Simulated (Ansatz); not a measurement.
## A series of single points on Al$_{6}$H

System: Al$_{6}$H (slab, 14 atoms in the cell).
Method: DFT PBE, scalar-relativistic, plane waves, PAW, PAW set soft_1, no spin polarisation (Ansatz 0.2.0).

The 6 runs differ only in the geometry, by a shift of atoms along one path in a fixed cell. The shift s is measured from run 4: H13 moves along the Cartesian direction (0.00, 0.00, 1.00), and H14 with it in fixed proportion. The structure derives from an entry of the Crystallography Open Database.

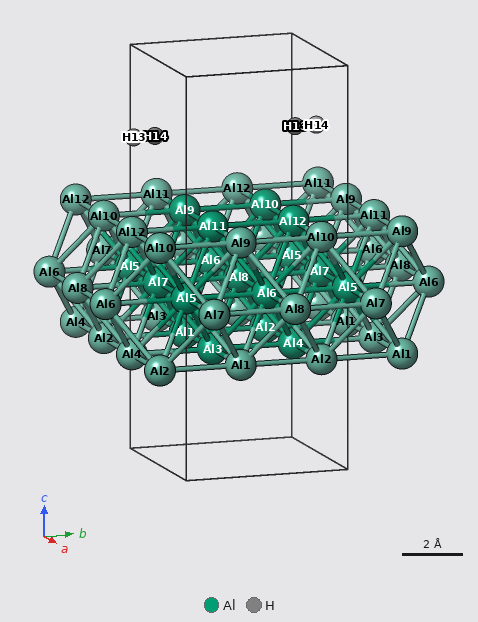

Figure 1. The structure of run 4 (ball-and-stick view of the cell of the calculation, with the vacuum cut short, seen slightly off an axis; neighbours outside the cell are drawn fainter; atoms are numbered from 1 in the order of the input).

**Input of run 4**
```yaml
crystal:
  lattice:
    - [5.7135165837, 0.0, 0.0]
    - [0.0, 5.7135165837, 0.0]
    - [0.0, 0.0, 22.1746954317]
  atoms:
    - { symbol: Al, position: [0.25, 0.25, 0.1803857921] }
    - { symbol: Al, position: [0.25, 0.75, 0.1803857921] }
    - { symbol: Al, position: [0.75, 0.25, 0.1803857921] }
    - { symbol: Al, position: [0.75, 0.75, 0.1803857921] }
    - { symbol: Al, position: [0.0, 0.0, 0.2744050922] }
    - { symbol: Al, position: [0.0, 0.5, 0.2744050922] }
    - { symbol: Al, position: [0.5, 0.0, 0.2744050922] }
    - { symbol: Al, position: [0.5, 0.5, 0.2744050922] }
    - { symbol: Al, position: [0.25, 0.25, 0.3686497277] }
    - { symbol: Al, position: [0.25, 0.75, 0.3686497277] }
    - { symbol: Al, position: [0.75, 0.25, 0.3686497277] }
    - { symbol: Al, position: [0.75, 0.75, 0.3686497277] }
    - { symbol: H, position: [0.25, 0.9343661658, 0.4859004925] }
    - { symbol: H, position: [0.25, 1.0656338342, 0.4859004925] }
basis:
  ecutwfc: 420
kpoints:
  mp_grid: { grid: [5, 5, 1] }
hamiltonian:
  xc: pbe
  pseudopotentials: { kind: paw, azcp: { folder: soft_1 } }
scf:
  occupations: { method: gaussian, width: 0.1 }
output:
  forces: true
  eigenvalues: true
efield:
  axis: 3
  dipole_correction: true
  ramp_width: 0.04
```

Command:
```bash
ansatz run input.yaml --threads 1 --pin off --max-ram 3072MiB --backend cpu --events-out ev --progress --plain --runs-dir out
```

Run 2 differs from it as follows:
```diff
-    - { symbol: H, position: [0.25, 0.9343661658, 0.4859004925] }
-    - { symbol: H, position: [0.25, 1.0656338342, 0.4859004925] }
+    - { symbol: H, position: [0.25, 0.9343661658, 0.4466665827] }
+    - { symbol: H, position: [0.25, 1.0656338342, 0.4466665827] }
```

**Results, with one run withheld**

| run | shift s of H13 (Å) | free energy per atom, from the lowest run given (meV) | force along the path (eV/Å) |
| --- | --- | --- | --- |
| 1 | −1.1900 | 92.97 | 1.939 |
| 2 | −0.8700 | ? | ? |
| 3 | −0.5500 | 37.09 | 0.917 |
| 4 | 0.0000 | 11.45 | 0.403 |
| 5 | 0.4000 | 3.64 | 0.169 |
| 6 | 1.0000 | 0.00 | 0.031 |

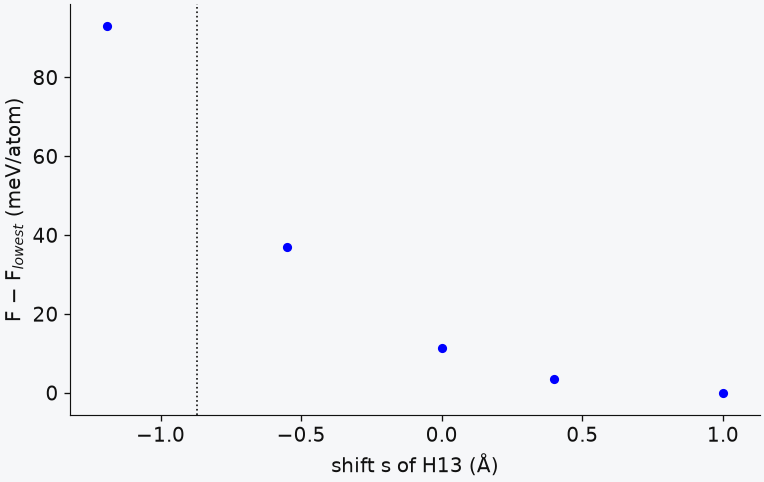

Figure 2. Free energy per atom of the runs given; the dotted line marks run 2.

Fit the runs given and predict run 2.

A cubic polynomial in the coordinate, fitted to the 5 runs given, misses them by at most 0.41 meV per atom. With x = s + 0.0680, it reads F = 14.02 − 33.528 x + 25.837 x² − 6.2632 x³ (meV per atom). At run 2 it gives 60.76 meV per atom, and the run itself gives 60.60. The slope of the fit gives a force −dF/ds of 1.219 eV/Å along the path (summed over the atoms that move), and the printed forces give 1.128 eV/Å. The fit has its minimum at s = 0.9808 Å.

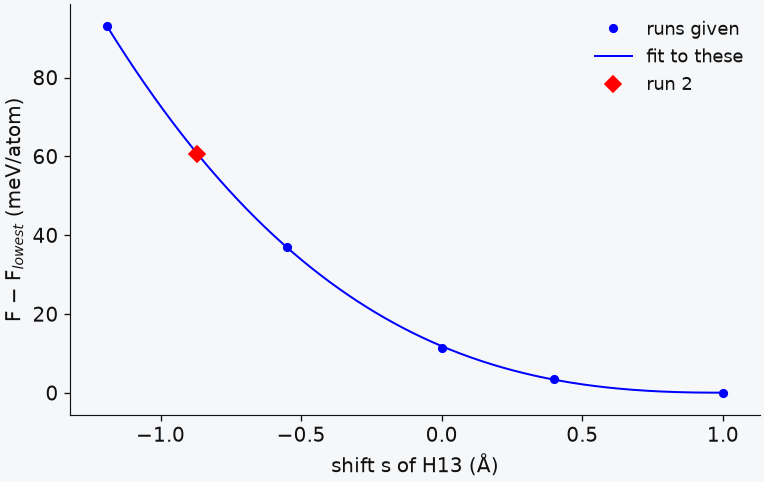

Figure 3. The fit and the withheld run.

**Output, shortened to warnings, some set-up lines, iterations and results (run 2)**
```
Basis set: ecut = 420 eV, 14199 PW (Γ), exchange–correlation on 80×80×300 points (8 copies of the dense FFT grid, shifted against one another)
Symmetry: 4 space group operations
k-points: 9 of 25
Initial density: superposition of atomic densities (neutral atoms: chi_scale 0, normalization atom)
[...]
SCF iter   1: F=—  HF=-6479.200982 eV  |F-HF|=—  |Δ(HF+E_count)|=         —  Δρ=2.00e-2  dr2=8.65e0  ethr=3.10e-3  p=0.000 e·Å  D=8.19e-9 V/Å  ΔV_dip=-0.00 eV  …
SCF iter   2: F=—  HF=-6477.134000 eV  |F-HF|=—  |Δ(HF+E_count)|=    2.07e0  Δρ=6.64e-3  dr2=3.27e-1  ethr=3.10e-3  p=0.100 e·Å  D=2.50e-2 V/Å  ΔV_dip=-0.55 eV  …
SCF iter   3: F=—  HF=-6477.261486 eV  |F-HF|=—  |Δ(HF+E_count)|=   1.27e-1  Δρ=1.65e-3  dr2=6.07e-2  ethr=8.61e-4  p=0.079 e·Å  D=1.99e-2 V/Å  ΔV_dip=-0.44 eV  …
SCF iter   4: F=—  HF=-6477.254188 eV  |F-HF|=—  |Δ(HF+E_count)|=   7.30e-3  Δρ=5.69e-4  dr2=9.25e-3  ethr=1.60e-4  p=0.068 e·Å  D=1.69e-2 V/Å  ΔV_dip=-0.38 eV  …
SCF iter   5: F=—  HF=-6477.253376 eV  |F-HF|=—  |Δ(HF+E_count)|=   8.12e-4  Δρ=2.16e-4  dr2=1.98e-3  ethr=2.43e-5  p=0.064 e·Å  D=1.59e-2 V/Å  ΔV_dip=-0.35 eV  …
SCF iter   6: F=—  HF=-6477.253169 eV  |F-HF|=—  |Δ(HF+E_count)|=   2.07e-4  Δρ=5.33e-5  dr2=3.85e-5  ethr=5.22e-6  p=0.061 e·Å  D=1.53e-2 V/Å  ΔV_dip=-0.34 eV  …
SCF iter   7: F=—  HF=-6477.253078 eV  |F-HF|=—  |Δ(HF+E_count)|=   9.04e-5  Δρ=1.71e-5  dr2=1.08e-5  ethr=1.01e-7  p=0.060 e·Å  D=1.49e-2 V/Å  ΔV_dip=-0.33 eV  …
SCF iter   8: F=—  HF=-6477.253082 eV  |F-HF|=—  |Δ(HF+E_count)|=   3.39e-6  Δρ=5.26e-6  dr2=7.84e-7  ethr=2.85e-8  p=0.059 e·Å  D=1.48e-2 V/Å  ΔV_dip=-0.33 eV  …
SCF iter   9: F=-6477.253083 eV  HF=-6477.253083 eV  |F-HF|=1.64e-7  |Δ(HF+E_count)|=   6.92e-7  Δρ=1.72e-6  dr2=4.04e-8  ethr=2.63e-10  p=0.059 e·Å  D=1.48e-2 V/Å  …
SCF 1 converged in 9 iterations: F = -6477.253083 eV  dr2 = 4.04e-8
SCF converged after 9 iterations
Free energy (F): -6477.253083 eV
Harris-Foulkes:  -6477.253083 eV  (|F-HF|=1.64e-7)
Internal energy: -6477.222582 eV  (E = F + TS)
E sigma→0 (E₀):  -6477.237832 eV
Entropy (-TS):   -0.030501 eV (-2.179 meV/atom)
Fermi energy:    -0.729104 eV
Dipole field:    D = 0.014776 V/Å  (p = 0.059112 e·Å, saw-weighted, corrected)
Work function:   Φ+ = 4.0154 eV   Φ− = 4.3431 eV
Levels:          The Fermi level and band energies are counted from a zero that moves with the ramp; work functions are not
--- Per-component energies (eV) ---
  E_band       = -185.287362
  E_kinetic    = 276.127463
  E_local      = -7094.189583  (includes V_loc(G=0)·N_el)
  E_nonlocal   = 123.545954
  E_hartree    = 3454.143770
  E_xc         = -457.671205
  E_vxc        = -356.256198  (∫ρ·V_xc dr)
  E_paw        = -5633.453781  (= ΣΔE_a)
  E_vpaw       = -43.172366  (= ΣTr[D̂ρ^β])
  E_aug_tail   = -0.002046  (compensation charges beyond the density's cutoff)
  E_efield     = 0.000437  (sawtooth field / dipole correction)
  E_vefield    = 0.374205  (∫n·V_field dr)
  E_ewald      = 2854.276410
  E_smearing   = -0.030501  (= −TS)
  E_closure    = -0.000000  (closes the sum)
  Σ components = -6477.253083   (vs F -6477.253083, Δ=0.00e0)
--- Forces (eV/Å), atoms counted from 1 ---
  atom   1  Al     0.00000000    -0.03207294     0.05917992
  atom   2  Al     0.00000000     0.03207294     0.05917992
  atom   3  Al     0.00000000     0.04075794    -0.03146133
  atom   4  Al     0.00000000    -0.04075794    -0.03146133
  atom   5  Al    -0.08552008     0.00000000     0.08629687
  atom   6  Al     0.00601996     0.00000000    -0.01685338
  atom   7  Al     0.08552008     0.00000000     0.08629687
  atom   8  Al    -0.00601996     0.00000000    -0.01685338
  atom   9  Al     0.00000000     0.81098564    -0.64722123
  atom  10  Al     0.00000000    -0.81098564    -0.64722123
  atom  11  Al     0.00000000     0.02365772    -0.01382044
  atom  12  Al     0.00000000    -0.02365772    -0.01382044
  atom  13  H      0.00000000    -1.31403631     0.56385715
  atom  14  H      0.00000000     1.31403631     0.56385715
  max |Σ_I F_I| component: 4.49e-5 eV/Å
```
